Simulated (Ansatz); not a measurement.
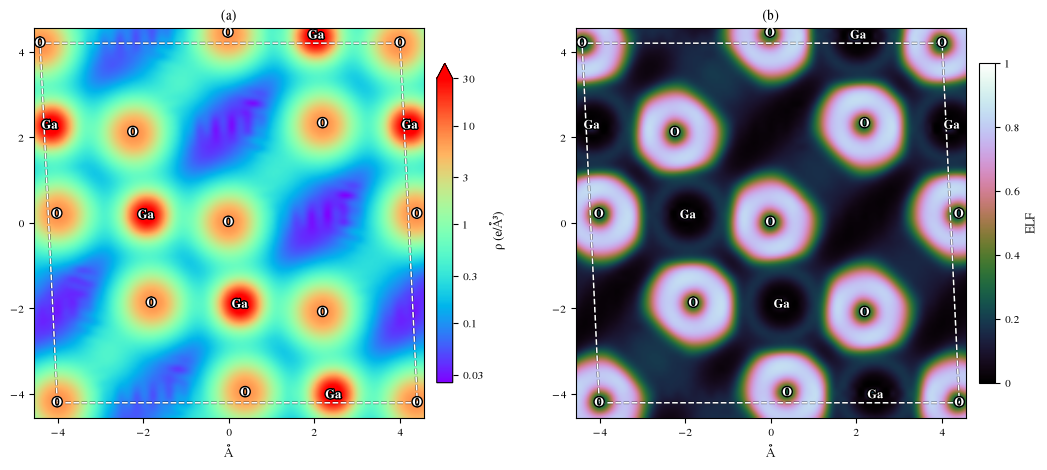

The picture shows: Ga16O23 (cell charge +1, with a compensating background) (cell with a defect). (a) valence electron density; (b) ELF on the (110) plane of the calculation cell.

Spin-polarised.

Computed with DFT PBEsol, scalar-relativistic, plane waves, PAW (Ansatz 0.2.0).

Core electrons are frozen (PAW), and the valence fields are smoothed inside the atomic spheres.

**What do the fields say about this system?**

- The section cuts through Ga and O sites.
- Atoms just off the plane (Ga, 0.9 Å away) can leave unmarked features too.
- Ga–O (1.94 Å): ρ at the midpoint is about 0.67 e/Å³; the ELF peaks at about 0.85 in the valence shell of O, 0.6 Å from its nucleus, and is about 0.35 at the midpoint.
- Ga–O (1.94 Å): ρ at the midpoint is about 0.67 e/Å³; the ELF peaks at about 0.85 in the valence shell of O, 0.6 Å from its nucleus, and is about 0.35 at the midpoint.
- Ga–O (2.06 Å): ρ at the midpoint is about 0.51 e/Å³; the ELF peaks at about 0.85 in the valence shell of O, 0.6 Å from its nucleus, and is about 0.30 at the midpoint; no localised pair shows between them.
- Between the atoms the lowest density in this plane is 0.02 e/Å³.

**Does the calculation give a band gap?**

It is gapped, with a Kohn–Sham gap of 0.58 eV on the k-point mesh (the band edges may lie off the mesh, which would make the gap smaller).
